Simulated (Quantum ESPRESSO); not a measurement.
**Band-structure run, with input and output: InAs (part 2 of 2)**

InAs (2 atoms in the cell); Kohn-Sham DFT of a periodic cell, PBE, GBRV 1.5 PBE, no spin polarisation (Quantum ESPRESSO 7.5); cutoff 612.26 eV, 8×8×8 k-mesh, fermi-dirac of 0.05 eV. The structure derives from an entry of the Crystallography Open Database.

Geometry of the input (Å; fractional positions):
```
0.0000  3.0180  3.0180
3.0180  0.0000  3.0180
3.0180  3.0180  0.0000
In 0.0000  0.0000  0.0000
As 0.7500  0.7500  0.7500
```

Output, continued
```
     total energy              =    -173.78239244 Ry
     estimated scf accuracy    <       0.00000002 Ry

     iteration #  9     ecut=    45.00 Ry     beta= 0.50
     Davidson diagonalization with overlap
     ethr =  1.16E-10,  avg # of iterations =  2.0

     total energy              =    -173.78239244 Ry
     estimated scf accuracy    <          4.2E-10 Ry

     iteration # 10     ecut=    45.00 Ry     beta= 0.50
     Davidson diagonalization with overlap
     ethr =  2.34E-12,  avg # of iterations =  4.3

     End of self-consistent calculation

          k = 0.0000 0.0000 0.0000 (  1917 PWs)   bands (ev):

    -7.6993  -7.6993  -7.6993  -7.5722  -7.5722  -5.2019   6.5261   6.7102
     6.7102   6.7102  10.6115  10.6115  10.6115  14.2551  16.4582

          k = 0.0884 0.0884-0.0884 (  1889 PWs)   bands (ev):

    -7.7196  -7.6931  -7.6931  -7.5719  -7.5719  -5.0385   4.8241   6.5149
     6.5149   7.8173  10.7709  10.8953  10.8953  15.0870  15.5590

          k = 0.1768 0.1768-0.1768 (  1898 PWs)   bands (ev):

    -7.7657  -7.6803  -7.6803  -7.5705  -7.5705  -4.5907   2.9971   6.1307
     6.1307   7.9576  11.3344  11.3344  11.8777  15.0976  15.3119

          k = 0.2652 0.2652-0.2652 (  1889 PWs)   bands (ev):

    -7.8078  -7.6703  -7.6703  -7.5658  -7.5658  -4.0175   1.5246   5.8214
     5.8214   7.7584  11.4280  11.4280  13.2486  14.9815  16.2630

          k =-0.3536-0.3536 0.3536 (  1892 PWs)   bands (ev):

    -7.8242  -7.6671  -7.6671  -7.5631  -7.5631  -3.7110   0.9080   5.7077
     5.7077   7.6684  11.3926  11.3926  13.5745  15.7702  17.5127

          k = 0.1768 0.0000 0.0000 (  1900 PWs)   bands (ev):

    -7.7325  -7.6874  -7.6874  -7.5766  -7.5684  -4.9845   4.7553   6.1729
     6.1729   8.4464   9.9301  11.3813  11.3813  14.3808  15.4820

          k = 0.2652 0.0884-0.0884 (  1906 PWs)   bands (ev):

    -7.7697  -7.6765  -7.6739  -7.5799  -7.5650  -4.6312   3.4038   5.7277
     5.7441   8.9052  10.0301  11.9544  12.0049  14.1110  16.3471

          k = 0.3536 0.1768-0.1768 (  1887 PWs)   bands (ev):

    -7.8079  -7.6675  -7.6625  -7.5776  -7.5615  -4.0871   1.9383   5.2056
     5.4722   8.7563  10.7818  12.1501  12.4028  15.1349  16.2120

          k =-0.2652-0.4419 0.4419 (  1894 PWs)   bands (ev):

    -7.8290  -7.6636  -7.6588  -7.5706  -7.5618  -3.6497   1.0404   4.8263
     5.4504   8.6179  10.9848  11.9391  13.5914  15.5650  16.9578

          k =-0.1768-0.3536 0.3536 (  1899 PWs)   bands (ev):

    -7.8229  -7.6641  -7.6621  -7.5680  -7.5659  -3.7560   1.2447   4.7122
     5.6798   8.6338  11.1729  11.7256  13.4432  15.7553  15.8958

          k =-0.0884-0.2652 0.2652 (  1900 PWs)   bands (ev):

    -7.7917  -7.6727  -7.6693  -7.5746  -7.5663  -4.2798   2.3925   4.9341
     6.0820   8.7465  11.3131  11.4629  12.1284  14.7054  15.8217

          k = 0.0000-0.1768 0.1768 (  1907 PWs)   bands (ev):

    -7.7499  -7.6865  -7.6807  -7.5753  -7.5687  -4.7798   3.8168   5.5947
     6.4629   8.5311  10.6827  11.0191  11.7697  14.6664  15.4234

          k = 0.3536 0.0000 0.0000 (  1924 PWs)   bands (ev):

    -7.8024  -7.6586  -7.6586  -7.5899  -7.5600  -4.3893   3.0061   5.2663
     5.2663   8.9688   9.4951  12.9851  12.9851  13.4520  17.1059

          k = 0.4419 0.0884-0.0884 (  1900 PWs)   bands (ev):

    -7.8331  -7.6477  -7.6446  -7.5934  -7.5563  -3.9345   2.0339   4.6497
     4.9619   8.9733   9.7886  12.6993  13.5008  15.0976  17.5723

          k =-0.1768-0.5303 0.5303 (  1891 PWs)   bands (ev):

    -7.8477  -7.6484  -7.6394  -7.5874  -7.5576  -3.4797   1.2257   3.9478
     4.9362   8.9888  10.9422  12.6311  13.2965  15.9197  17.7872

          k =-0.0884-0.4419 0.4419 (  1886 PWs)   bands (ev):

    -7.8425  -7.6539  -7.6435  -7.5772  -7.5658  -3.4095   1.1255   3.5926
     5.1954   9.1404  11.5320  12.8407  13.3573  14.8580  15.9822

          k = 0.0000-0.3536 0.3536 (  1883 PWs)   bands (ev):

    -7.8212  -7.6603  -7.6564  -7.5735  -7.5689  -3.7990   1.7160   3.8561
     5.6527   9.3154  11.7071  12.0660  12.1903  14.8218  16.5214

          k = 0.5303 0.0000 0.0000 (  1896 PWs)   bands (ev):

    -7.8618  -7.6282  -7.6282  -7.6047  -7.5511  -3.6069   1.5226   4.5983
     4.5983   8.4004   9.1060  14.7214  14.8040  14.8040  17.8001

          k =-0.0884-0.6187 0.6187 (  1888 PWs)   bands (ev):

    -7.8728  -7.6270  -7.6218  -7.6030  -7.5514  -3.2673   1.0341   4.0253
     4.5157   8.5747   9.4549  14.3627  14.9755  16.0768  18.1146

          k = 0.0000-0.5303 0.5303 (  1890 PWs)   bands (ev):

    -7.8631  -7.6394  -7.6272  -7.5923  -7.5584  -3.1777   0.9732   3.4062
     4.7381   8.8187  10.9875  14.0410  14.1400  14.5252  16.7386

          k =-0.7071 0.0000 0.0000 (  1868 PWs)   bands (ev):

    -7.8842  -7.6151  -7.6151  -7.6109  -7.5476  -3.1614   0.8379   4.3600
     4.3600   8.2479   8.7710  15.9080  16.0252  16.0252  18.2366

          k = 0.3536 0.1768 0.0000 (  1895 PWs)   bands (ev):

    -7.8039  -7.6645  -7.6597  -7.5837  -7.5616  -4.2243   2.5117   4.6897
     5.5995   9.5374   9.9870  11.8551  12.7407  14.4902  16.9004

          k =-0.2652-0.4419 0.6187 (  1895 PWs)   bands (ev):

    -7.8307  -7.6590  -7.6484  -7.5811  -7.5616  -3.7098   1.5213   4.1089
     5.2223   9.5646  10.7269  11.8781  13.2658  15.3039  17.0774

          k =-0.1768-0.3536 0.5303 (  1894 PWs)   bands (ev):

    -7.8408  -7.6581  -7.6443  -7.5765  -7.5638  -3.4411   1.0528   3.9497
     5.0446   9.5213  10.7657  12.5117  13.8080  14.8149  17.1610

          k =-0.1768-0.5303 0.7071 (  1876 PWs)   bands (ev):

    -7.8537  -7.6417  -7.6315  -7.5951  -7.5552  -3.5169   1.4083   4.1032
     4.5797   9.3856   9.7921  12.5632  14.7696  15.4172  17.9969

          k =-0.0884-0.4419 0.6187 (  1884 PWs)   bands (ev):

    -7.8578  -7.6466  -7.6275  -7.5887  -7.5602  -3.2237   1.0424   3.5797
     4.4277   9.6598  10.9929  12.2923  14.0321  15.3576  17.7998

          k = 0.0000-0.3536 0.5303 (  1883 PWs)   bands (ev):

    -7.8483  -7.6533  -7.6335  -7.5823  -7.5647  -3.3237   1.1626   3.4619
     4.7282   9.9161  11.4135  11.7985  14.1207  14.6653  16.5288

          k =-0.7071 0.1768 0.0000 (  1888 PWs)   bands (ev):

    -7.8730  -7.6310  -7.6208  -7.5990  -7.5537  -3.1350   0.9049   4.0259
     4.0559   9.1827   9.6231  14.0749  14.3928  16.4643  18.3907

          k =-0.7071 0.3536 0.0000 (  1888 PWs)   bands (ev):

    -7.8602  -7.6482  -7.6229  -7.5874  -7.5626  -3.1082   0.9797   3.7309
     3.8066  10.9327  11.0059  11.7233  12.7963  16.5891  18.4705

     the Fermi energy is     6.7579 ev

!    total energy              =    -173.78239244 Ry
     estimated scf accuracy    <          5.3E-11 Ry
     smearing contrib. (-TS)   =      -0.00003988 Ry
     internal energy E=F+TS    =    -173.78235257 Ry

     The total energy is F=E-TS. E is the sum of the following terms:
     one-electron contribution =     -58.68054981 Ry
     hartree contribution      =      41.43584351 Ry
     xc contribution           =     -69.41847977 Ry
     ewald contribution        =     -87.11916650 Ry

     convergence has been achieved in  10 iterations

     Forces acting on atoms (cartesian axes, Ry/au):

     atom    1 type  1   force =     0.00000000    0.00000000    0.00000000
     atom    2 type  2   force =     0.00000000   -0.00000000   -0.00000000

     Total force =     0.000000     Total SCF correction =     0.000000

     Computing stress (Cartesian axis) and pressure

          total   stress  (Ry/bohr**3)                   (kbar)     P=       39.28
   0.00026703  -0.00000000  -0.00000000           39.28       -0.00       -0.00
  -0.00000000   0.00026703  -0.00000000           -0.00       39.28       -0.00
  -0.00000000  -0.00000000   0.00026703           -0.00       -0.00       39.28

=------------------------------------------------------------------------------=
   JOB DONE.
=------------------------------------------------------------------------------=
```

File pp_density.out
```
This program is part of the open-source Quantum ESPRESSO suite
     for quantum simulation of materials; please cite
         "P. Giannozzi et al., J. Phys.:Condens. Matter 21 395502 (2009);
         "P. Giannozzi et al., J. Phys.:Condens. Matter 29 465901 (2017);
         "P. Giannozzi et al., J. Chem. Phys. 152 154105 (2020);
          URL
     in publications or presentations arising from this work. More details at

     ./tmp/pwscf.save/

     IMPORTANT: XC functional enforced from input :
     Exchange-correlation= PBE
                           (   1   4   3   4   0   0   0)
     Any further DFT definition will be discarded
     Please, verify this is what you really want

     G-vector sticks info
     --------------------
     sticks:   dense  smooth     PW     G-vecs:    dense   smooth      PW
     Sum        1627     805    253                42735    15089    2637

     Using Slab Decomposition

     Calling punch_plot, plot_num =   0
     Writing data to file  density.dat
     Reading data from file  density.dat

     Writing data to be plotted to file density.cube
     Plot Type: 3D                     Output format: Gaussian cube

=------------------------------------------------------------------------------=
   JOB DONE.
=------------------------------------------------------------------------------=
```

File pp_potential.out
```
This program is part of the open-source Quantum ESPRESSO suite
     for quantum simulation of materials; please cite
         "P. Giannozzi et al., J. Phys.:Condens. Matter 21 395502 (2009);
         "P. Giannozzi et al., J. Phys.:Condens. Matter 29 465901 (2017);
         "P. Giannozzi et al., J. Chem. Phys. 152 154105 (2020);
          URL
     in publications or presentations arising from this work. More details at

     ./tmp/pwscf.save/

     IMPORTANT: XC functional enforced from input :
     Exchange-correlation= PBE
                           (   1   4   3   4   0   0   0)
     Any further DFT definition will be discarded
     Please, verify this is what you really want

     G-vector sticks info
     --------------------
     sticks:   dense  smooth     PW     G-vecs:    dense   smooth      PW
     Sum        1627     805    253                42735    15089    2637

     Using Slab Decomposition

     Calling punch_plot, plot_num =  11
     Writing data to file  potential.dat
     Reading data from file  potential.dat

     Writing data to be plotted to file potential.cube
     Plot Type: 3D                     Output format: Gaussian cube

=------------------------------------------------------------------------------=
   JOB DONE.
=------------------------------------------------------------------------------=
```

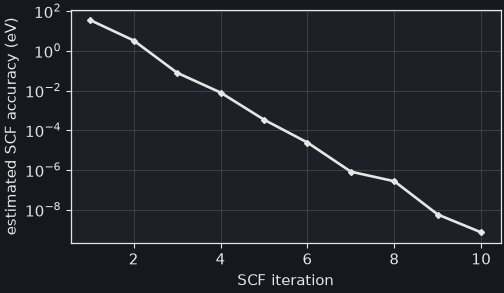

Fig. 1: Convergence of the self-consistent field: estimated SCF accuracy against the iteration. The field takes 10 iterations in all.

Key numbers

```csv
quantity,value
outcome,converged
space group (tolerance 0.01 Å),F-43m (216)
electrons treated,18
free energy,−2364.4299 eV
Fermi energy of the self-consistent step,6.758 eV
gap on the k-point mesh,none (metallic)
pressure,3.93 GPa
largest force (length of the vector),under 0.001 eV/Å
wall time,23 s
peak memory,0.2 GiB
```
